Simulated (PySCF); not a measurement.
# A series of single points on Bi

System: Bi (R-3m, 2 atoms in the cell).
Method: Kohn-Sham DFT of a periodic cell in Gaussian orbitals, PBEsol, DZVP-MOLOPT-SR/GTH-PBE, no spin polarisation (PySCF 2.14.0).

The 7 runs differ only in the geometry, by an even scaling of the cell at fixed fractional positions. The structure derives from an entry of the Crystallography Open Database.

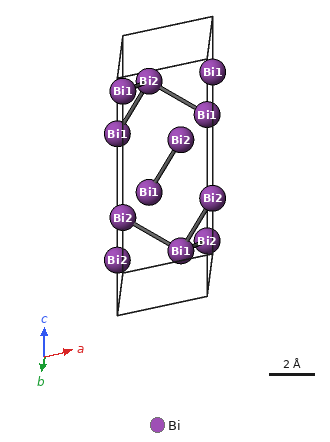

Figure 1. The structure of run 4 (ball-and-stick view of the cell 3 times as large as that of the calculation, set on its symmetry axes, seen at an oblique angle; atoms are numbered from 1 in the order of the input).

**Input of run 4**
```python
import json
import numpy as np
from pyscf.pbc import gto, scf, dft, df

cell = gto.Cell()
cell.a = '''
  2.2675000000    1.3091417354    3.9380000000
 -2.2675000000    1.3091417354    3.9380000000
  0.0000000000   -2.6182834708    3.9380000000'''
cell.atom = '''
Bi   0.0000000000    0.0000000000    9.0495240000
Bi   0.0000000000    0.0000000000    2.7644760000'''
cell.unit = 'A'
cell.basis = 'DZVP-MOLOPT-SR-GTH-q5'
cell.pseudo = 'GTH-PBE-q5'
cell.ke_cutoff = 50  # hartree
cell.exp_to_discard = 0.02
cell.precision = 1e-08
cell.space_group_symmetry = True
cell.symmorphic = False
cell.max_memory = 2940  # MB
cell.verbose = 4
cell.build()

res = {}
kpts = cell.make_kpts([7, 7, 7], space_group_symmetry=True, time_reversal_symmetry=True)
cell.space_group_symmetry = False  # the mesh holds the operations; no search on the supercells of the integral code
mf = dft.KRKS(cell, kpts, xc='pbesol')
mf = mf.multigrid_numint()
mf = mf.smearing(sigma=0.00183747, method='fermi')  # hartree
mf.conv_tol = 1e-07
mf.max_cycle = 60

mf.kernel()
res.update(converged=bool(mf.converged), e_tot=mf.e_tot, nelec=cell.nelectron, nao=cell.nao, mesh=list(map(int, cell.mesh)), a=cell.lattice_vectors().tolist(), coords=cell.atom_coords().tolist(),
           mo_energy=[np.real(x).tolist() for x in mf.mo_energy], mo_occ=[np.real(x).tolist() for x in mf.mo_occ])
res.update(e_free=mf.e_free, e_zero=mf.e_zero)
res.update(kpts=kpts.kpts_scaled_ibz.tolist(), weights=kpts.weights_ibz.tolist())
res['parts'] = {k: float(np.real(v)) for k, v in mf.scf_summary.items() if np.isscalar(v)}
json.dump(res, open('results.json', 'w'))
if not mf.converged:
    raise SystemExit('SCF not converged')

print('levels (eV)')
for i, kp in enumerate(res['kpts'][:40]):
    print('k %7.4f %7.4f %7.4f  ' % tuple(kp), ' '.join('%.3f' % (x * 27.211386) for x in res['mo_energy'][i][:10]))

mf = mf.to_khf()  # unfold to the whole mesh
kpts = mf.kpts
# Mulliken populations
dm, s = np.asarray(mf.make_rdm1()), np.asarray(mf.get_ovlp())
sites = cell.aoslice_by_atom()[:, 2:]
tot = np.einsum('kij,kji->i', dm, s).real / len(kpts)
res['mulliken'] = [cell.atom_charge(i) - tot[a0:a1].sum() for i, (a0, a1) in enumerate(sites)]
print('Mulliken charges', np.round(res['mulliken'], 5))

# density of states, Gaussians of 0.15 eV
e = np.asarray(mf.mo_energy).real.reshape(1, -1) * 27.211386
ef = mf.get_fermi()
ef = np.max(ef) * 27.211386
x = np.arange(-15, 10.01, 0.1) + round(ef, 1)
dos = np.exp(-((x[:, None, None] - e) / 0.15) ** 2 / 2).sum(-1).T / (0.15 * np.sqrt(2 * np.pi) * len(kpts)) * 2
res.update(dos_e=x.tolist(), dos=dos.tolist())
for a, b in zip(x[::5], dos.T[::5]):
    print('%8.2f' % a, ' '.join('%9.4f' % y for y in b))

# density on a uniform mesh
grids = dft.gen_grid.UniformGrids(cell)
grids.mesh = [25, 25, 25]
grids.build()
ni = dft.numint.KNumInt()
rho = [ni.get_rho(cell, x, grids, kpts) for x in [dm]]
np.save('rho.npy', np.reshape(rho, (-1, *grids.mesh)))
res['done'] = True
json.dump(res, open('results.json', 'w'))
```

Command:
```bash
OMP_NUM_THREADS=2 python -u run.py > log
```

Run 5 has the same physical settings and fractional positions; its lattice vectors (Å) are:
```
   2.282517    1.317812    3.964080
  -2.282517    1.317812    3.964080
   0.000000   -2.635624    3.964080
```

**Results, with one run withheld**

```csv
run,volume per atom (Å³),"free energy per atom, from the lowest run given (meV)",gap on the mesh (eV)
1,32.965,47.07,0.30
2,33.667,27.12,0.29
3,34.368,13.01,0.28
4,35.070,4.14,0.26
5,35.771,?,?
6,36.472,0.00,0.24
7,37.174,3.80,0.23
```

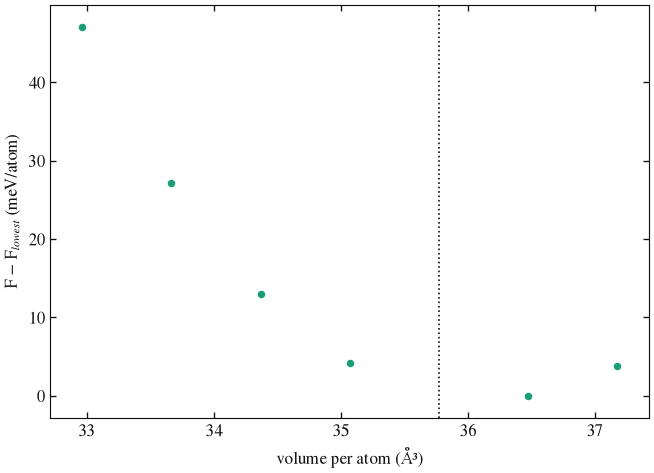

Figure 2. Free energy per atom of the runs given; the dotted line marks run 5.

What should run 5 give?

A cubic polynomial in V^(−2/3) (the Birch–Murnaghan form), fitted to the 6 runs given, misses them by at most 0.01 meV per atom. With x = V^(−2/3) − 0.09364 Å⁻², it reads F = 5.8551 + 6054.1 x + 1.4478e+06 x² + 4.5456e+06 x³ (meV per atom). At run 5 it gives −0.03 meV per atom, and the run itself gives −0.03. The fit has its minimum at 36.113 Å³ per atom, where V d²F/dV² gives 46.9 GPa. Cell shape and fractional positions are held, so this is the stiffness under even scaling; the relaxed bulk modulus wasn't computed. The gap on the mesh goes, without turning, from 0.30 eV in run 1 to 0.23 eV in run 7; run 5 has 0.25 eV. These are gaps of this functional on this mesh, which can miss the band edges; they aren't the measured gap.

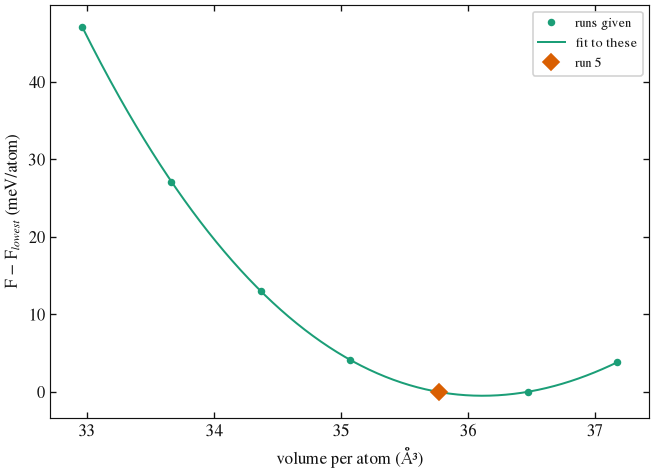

Figure 3. The fit and the withheld run.

**Output, shortened to warnings, some set-up lines, iterations and results (run 5)**
```
k-points in IBZ                         weights
[...]
cycle= 1 E= -11.0504749843032  delta_E= -0.102  |g|= 0.149  |ddm|= 16.4
cycle= 2 E= -11.0511150533646  delta_E= -0.00064  |g|= 0.058  |ddm|= 1.61
cycle= 3 E= -11.0511880249464  delta_E= -7.3e-05  |g|= 0.0191  |ddm|= 0.392
cycle= 4 E= -11.0511966633934  delta_E= -8.64e-06  |g|= 9.15e-05  |ddm|= 0.0942
cycle= 5 E= -11.0511966613076  delta_E= 2.09e-09  |g|= 4.94e-06  |ddm|= 0.000773
    sigma = 0.00183747  Optimized mu = 0.194865564587  entropy = 0.0295740774188
nelec by numeric integration = 10.00000000001018
    Total E(T) = -11.0511966615859  Free energy = -11.0512510030659  E0 = -11.0512238323259
Extra cycle  E= -11.0511966615859  delta_E= -2.78e-10  |g|= 1.49e-06  |ddm|= 5.09e-05
converged SCF energy = -11.0511966615859
levels (eV)
k  0.0000  0.0000  0.0000   -7.492 -1.987 4.007 4.257 4.257 7.928 8.421 8.421 11.347 11.347
k  0.5714 -0.0000  0.0000   -5.947 -4.638 4.067 4.202 4.875 5.409 6.030 6.462 13.625 14.587
k  0.5714  0.4286  0.0000   -5.629 -4.228 0.811 2.594 2.636 8.275 9.552 10.358 11.820 15.489
k  0.5714  0.5714  0.0000   -5.903 -3.884 0.982 2.513 2.603 7.745 10.232 10.996 11.368 15.366
k  0.5714  0.5714  0.4286   -6.186 -4.359 2.683 4.177 4.518 6.436 6.817 8.423 12.822 14.413
k  0.5714  0.5714  0.5714   -6.419 -4.235 4.433 4.711 4.711 6.175 6.175 6.210 13.352 14.802
k  0.7143 -0.0000  0.0000   -6.785 -3.445 4.020 4.188 4.469 6.276 6.872 7.072 11.886 12.342
k  0.7143  0.2857  0.0000   -5.667 -4.626 1.672 3.650 3.815 6.902 7.030 10.267 12.186 13.348
k  0.7143  0.4286  0.0000   -5.415 -4.756 1.376 3.003 3.206 7.964 8.176 10.380 10.845 14.065
k  0.7143  0.4286  0.4286   -5.856 -4.336 1.341 3.242 3.386 7.976 8.365 10.506 10.907 14.470
k  0.7143  0.5714  0.0000   -6.120 -3.897 1.761 2.788 3.034 8.356 8.993 9.540 10.186 15.535
k  0.7143  0.5714  0.2857   -5.555 -4.534 1.204 1.917 4.684 6.582 9.740 10.903 11.485 12.590
k  0.7143  0.5714  0.4286   -6.028 -4.259 1.864 2.622 5.078 6.102 8.968 9.655 11.567 13.494
k  0.7143  0.5714  0.5714   -6.440 -3.986 2.955 3.761 4.334 6.821 7.615 8.022 11.343 14.956
k  0.7143  0.7143  0.0000   -6.639 -3.307 2.487 3.076 3.384 8.065 8.242 9.508 10.490 13.998
k  0.7143  0.7143  0.2857   -5.562 -4.627 1.374 3.166 3.252 7.794 8.298 10.193 10.741 14.288
k  0.7143  0.7143  0.4286   -6.009 -4.301 1.619 3.839 4.057 6.980 7.269 10.297 12.593 12.984
k  0.7143  0.7143  0.5714   -6.608 -3.762 2.698 4.704 5.155 5.863 6.355 8.923 12.068 12.817
k  0.7143  0.7143  0.7143   -6.941 -3.348 4.306 4.467 4.467 6.750 6.925 6.925 11.863 12.881
k  0.8571 -0.0000  0.0000   -7.325 -2.412 4.055 4.225 4.243 7.477 7.759 7.953 11.127 11.350
k  0.8571  0.1429  0.0000   -7.015 -2.980 3.270 4.571 4.627 6.312 6.746 8.791 10.881 11.820
k  0.8571  0.2857  0.0000   -6.366 -3.961 2.718 4.381 4.693 5.932 6.116 8.775 11.650 12.692
k  0.8571  0.2857  0.2857   -6.076 -3.956 1.841 2.879 2.904 7.996 9.195 9.397 10.138 15.561
k  0.8571  0.4286  0.0000   -5.550 -4.945 2.669 3.731 4.243 6.359 6.516 8.209 13.348 13.918
k  0.8571  0.4286  0.2857   -5.637 -4.349 1.178 2.082 3.606 7.704 9.117 10.786 11.051 14.391
[...]
```

Notes: Spin–orbit coupling is left out, which matters for Bi.
